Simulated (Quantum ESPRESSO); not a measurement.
# Relaxation of cell and atoms, with input and output: I

System: I (2 atoms in the cell).
Method: Kohn-Sham DFT of a periodic cell, BLYP with D3(BJ), GBRV 1.5 PBE, no spin polarisation (Quantum ESPRESSO 7.5).

The structure derives from a Materials Project entry.

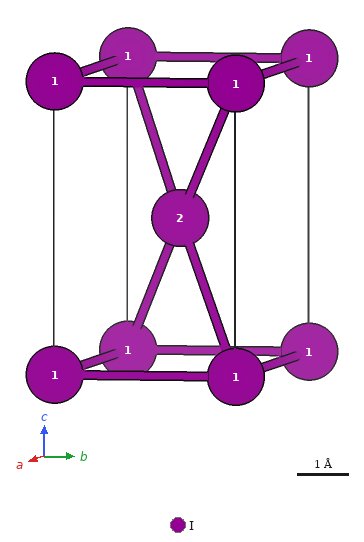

Fig. 1: The input geometry (ball-and-stick view of the cell of the calculation, seen slightly off an axis; atoms are numbered from 1 in the order of the input). An atom can appear more than once, as a periodic image. Near neighbours in the periodic cell (some may lie outside the picture): I has 8 I at 3.56 to 3.68 Å.

**Summary**

| quantity | value |
| --- | --- |
| outcome | converged |
| space group (tolerance 0.01 Å) | C2/m (12) |
| electrons treated | 14 |
| free energy | −1780.5352 eV |
| gap on the k-point mesh | none (metallic) |
| pressure | 0.01 GPa |
| final volume | 73.14 Å³ |
| largest force (length of the vector) at the end | 0.008 eV/Å |
| final cell | a = 3.172 Å, b = 3.171 Å, c = 7.271 Å, α = 90.00°, β = 90.00°, γ = 89.76° |
| hardware | 1 thread of AMD EPYC (Zen 4), 16 GiB of memory available, shared host |
| wall time | 3 min |
| peak memory | 0.26 GiB |

Further notes kept with the run: potentials made for another functional. Points of doubt noted for this run: coarse mesh; potentials made for another functional.

**Input**
```python
import numpy as np
from ase.calculators.espresso import Espresso, EspressoProfile
from ase.io import read

atoms = read('I.cif')

input_data = {
    'control': {'calculation': 'scf', 'prefix': 'pwscf', 'outdir': './tmp', 'tprnfor': True, 'tstress': True, 'disk_io': 'low'},
    'system': {'ecutwfc': 45.0, 'ecutrho': 360.0, 'nbnd': 13, 'input_dft': 'blyp', 'occupations': 'smearing', 'smearing': 'mv', 'degauss': 0.01469973, 'vdw_corr': 'grimme-d3', 'dftd3_version': 4},
    'electrons': {'conv_thr': 4e-10, 'electron_maxstep': 120, 'mixing_beta': 0.5},
}
pseudopotentials = {'I': 'i_pbe_v1.uspp.F.UPF'}
profile = EspressoProfile(command='pw.x', pseudo_dir='pseudo')
dft = Espresso(profile=profile, input_data=input_data, pseudopotentials=pseudopotentials, kpts=(4, 4, 3), koffset=(0, 0, 0))
atoms.calc = dft

from ase.optimize import BFGS
from ase.filters import FrechetCellFilter
done = BFGS(FrechetCellFilter(atoms), trajectory='opt.traj').run(fmax=0.02, steps=30)
print('converged', done)
print('cell (A)', np.round(atoms.cell.cellpar(), 5))
print(f'energy {atoms.get_potential_energy():.8f} eV')
print('forces (eV/A)')
print(np.round(atoms.get_forces(), 6))
print('stress (eV/A^3, Voigt)')
print(np.round(atoms.get_stress(), 8))
print(f'Fermi level {dft.get_fermi_level():.4f} eV')
```

**File I.cif**
```
data_I
_cell_length_a 3.61890442
_cell_length_b 3.61890442
_cell_length_c 5.90964617
_cell_angle_alpha 90.00000000
_cell_angle_beta 90.00000000
_cell_angle_gamma 109.47122063
_space_group_name_H-M_alt 'P1'
_space_group_name_Hall 'P 1'
_space_group_IT_number 1
loop_
_space_group_symop_operation_xyz
'x,y,z'
loop_
_atom_site_label
_atom_site_type_symbol
_atom_site_symmetry_multiplicity
_atom_site_Wyckoff_symbol
_atom_site_fract_x
_atom_site_fract_y
_atom_site_fract_z
_atom_site_occupancy
I1 I 1 a 0.0068756600 0.0075591300 0.0030160800 1
I2 I 1 a 0.4931243400 0.4924408700 0.4969839200 1
```

Command:
```bash
OMP_NUM_THREADS=1 python run.py
```

**Output**
```
Step          Energy          fmax
BFGS:    0    -1779.463266        0.700587
BFGS:    1    -1779.477236        0.827519
BFGS:    2    -1779.594198        1.473359
BFGS:    3    -1779.940005        1.548659
BFGS:    4    -1780.422822        0.825372
BFGS:    5    -1780.458585        0.751966
BFGS:    6    -1780.492442        0.576861
BFGS:    7    -1780.524713        0.145852
BFGS:    8    -1780.526165        0.101575
BFGS:    9    -1780.526877        0.099708
BFGS:   10    -1780.528370        0.129751
BFGS:   11    -1780.530658        0.140914
BFGS:   12    -1780.533419        0.107255
BFGS:   13    -1780.534773        0.043804
BFGS:   14    -1780.535068        0.014689
converged True
cell (A) [ 3.17224  3.17113  7.27124 90.00406 90.00323 89.76283]
energy -1780.53506805 eV
forces (eV/A)
[[-0.000223 -0.001273 -0.007514]
 [ 0.000223  0.001273  0.007514]]
stress (eV/A^3, Voigt)
[-7.0700e-05 -3.3329e-04  2.2128e-04 -4.5900e-06 -1.8400e-06  1.8455e-04]
Fermi level 5.5096 eV
```

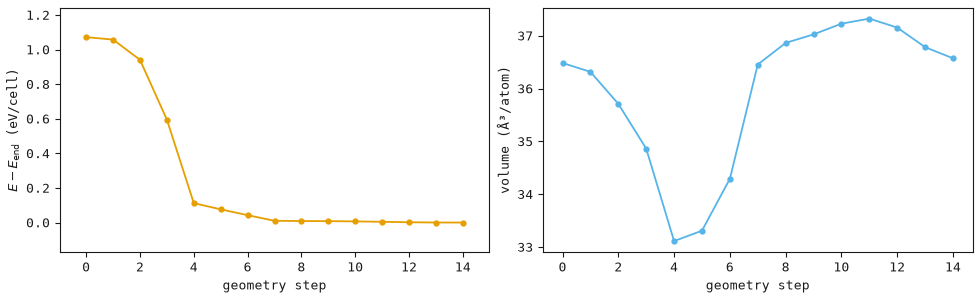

Fig. 2: Progress of the relaxation, step by step (steps are counted from 0).

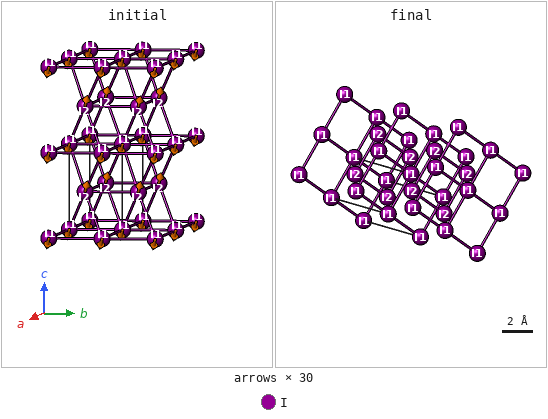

Fig. 3: Before (left) and after (right) the relaxation, at one scale (ball-and-stick view of the cell of the calculation, repeated 2 × 2 × 2, seen slightly off an axis). The orange arrows give the displacements (without the part carried along by the change of the cell), magnified 30 times. The largest moves relative to the cell, 0.035 Å, are those of I1 and I2. Cell: a 3.619 → 3.172 Å (−12.3 %), b 3.619 → 3.171 Å (−12.4 %), c 5.910 → 7.271 Å (+23.0 %), γ 109.5° → 89.8°. Volume +0.2 %. Distances before and after: I1–I2 3.555 → 4.266 Å, I1–I1 3.619 → 3.171 Å. Among the angles that change: I1–I1–I1 109.5° → 89.8°, I1–I1–I1 70.5° → 90.2°. The space group stays C2/m (No. 12). After 14 geometry steps the energy has fallen by 1.072 eV per cell of the calculation. The largest force component goes from 0.093 to 0.0076 eV/Å. (Atoms are counted from 1 in the order of the input.)
